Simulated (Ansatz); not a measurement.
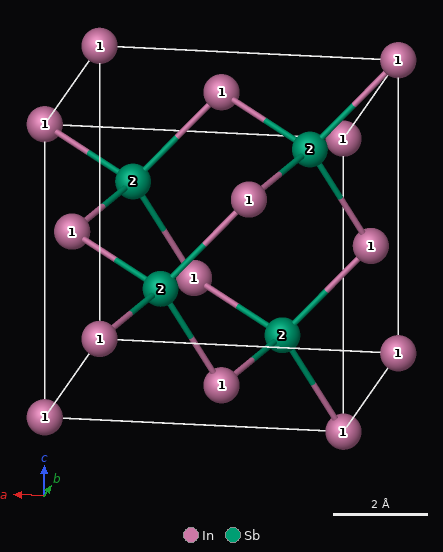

This is a symmetric starting cell of InSb. The picture is a ball-and-stick view of the conventional cell (4 times the calculation's cell), seen from a free direction. Lengths and directions refer to the drawn axes.

All numbers below come from Ansatz 0.2.0, DFT PBEsol, scalar-relativistic, plane waves, PAW. Set-up: plane-wave cutoff 420 eV; k-point mesh 12 × 12 × 12; occupations gaussian; smearing width 0.1 eV; no spin polarisation.

The variant: All lengths are scaled by −2.2 % (volume −6.5 %), the atoms keeping their fractional coordinates. No relaxation follows. The starting cell wasn't computed here and needn't be at equilibrium, so pressure and forces aren't due to the change alone.

Input file:
```yaml
crystal:
  lattice:
    - [0.0, 3.167645454, 3.167645454]
    - [3.167645454, 0.0, 3.167645454]
    - [3.167645454, 3.167645454, 0.0]
  atoms:
    - { symbol: In, position: [0.0, 0.0, 0.0] }
    - { symbol: Sb, position: [0.75, 0.75, 0.75] }
basis:
  ecutwfc: 420
kpoints:
  mp_grid: { grid: [12, 12, 12] }
hamiltonian:
  xc: pbesol
scf:
  occupations: { method: gaussian, width: 0.1 }
output:
  forces: true
  stress: true
  eigenvalues: true
```

Launched with:
```bash
ansatz run input.yaml --threads 1 --pin off --max-ram 1331MiB --backend cpu --events-out ev --progress --plain --runs-dir out
```

### What does the calculation give for the changed structure?

Some distances before and after: In–Sb 2.805 → 2.743 Å. The space group stays F-43m (No. 216). The pressure is 4.5 GPa (not all of it need come from the change, since the unchanged cell can be under pressure at this level too). All forces vanish by symmetry.

The changed structure in the same view:

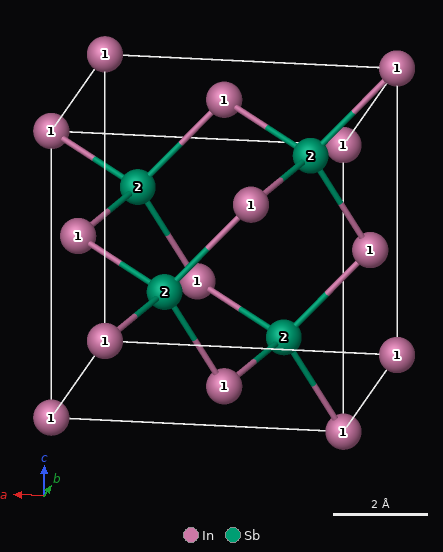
